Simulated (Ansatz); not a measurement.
Consider Ca.

The calculation's input:

```
crystal:
  lattice:
    - [2.099132956, -3.5589151224, -0.1111004387]
    - [2.099132956, 3.5589151224, 0.1111004387]
    - [0.0, 0.2129781361, 6.2910564967]
  atoms:
    - { symbol: Ca, position: [0.8415201361, 0.1584798639, 0.2359393399] }
    - { symbol: Ca, position: [0.1584798639, 0.8415201361, 0.7640606601] }
basis:
  ecutwfc: 420
kpoints:
  mp_grid: { grid: [10, 10, 6] }
hamiltonian:
  xc: pbe
scf:
  occupations: { method: gaussian, width: 0.1 }
output:
  forces: true
  stress: true
  eigenvalues: true
  write_density: true
  write_potential: true
  elf: true
  volumetric_format: npy
```

Run with:

```sh
ansatz run input.yaml --threads 1 --pin off --max-ram 1331MiB --backend cpu --events-out ev --progress --plain --runs-dir out
```

Below, planes, directions and counts refer to the conventional cell (a = 7.12 Å, b = 4.20 Å, c = 6.29 Å, α = 90.00°, β = 93.73°, γ = 90.00°).

Space group C2/m; a structure from a database of computed crystals, not necessarily the ambient phase; changed on purpose from its base cell (strained and moved within a subgroup).

Level of theory: DFT PBE, scalar-relativistic, plane waves, PAW in Ansatz.

### What can the converged valence pseudo-density and electron localisation function tell about the bonding?

Ca–Ca (3.85 Å): ρ at the midpoint is about 0.06 e/Å³; the ELF is about 0.40 at the midpoint (no localised pair shows between them).
Ca–Ca (3.89 Å): the density is about 0.05 e/Å³ at the midpoint; the ELF is about 0.35 at the midpoint (no localised pair shows between them).

### Does the calculation give a band gap?

It is gapless in this calculation (a metal or semimetal).

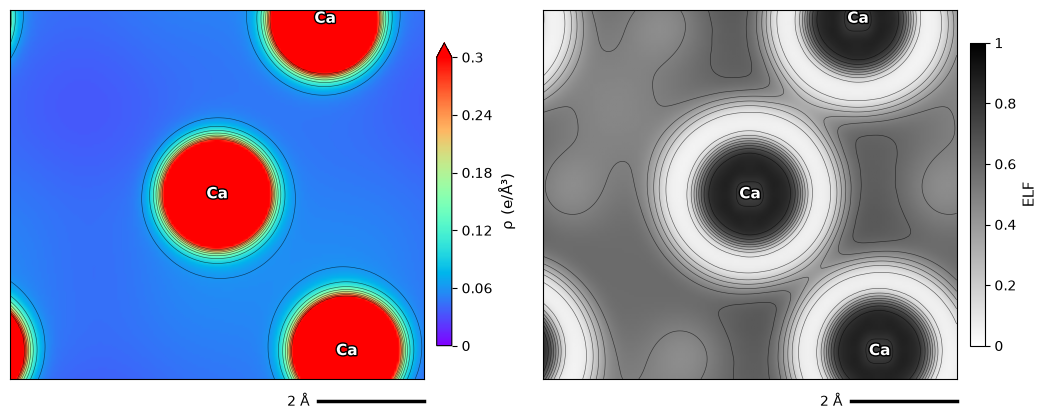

Computed valence pseudo-density and electron localisation function on the (010) plane of the conventional cell, in this order. 

In a PAW calculation such maps are meaningful between the atoms, not at the nuclei.
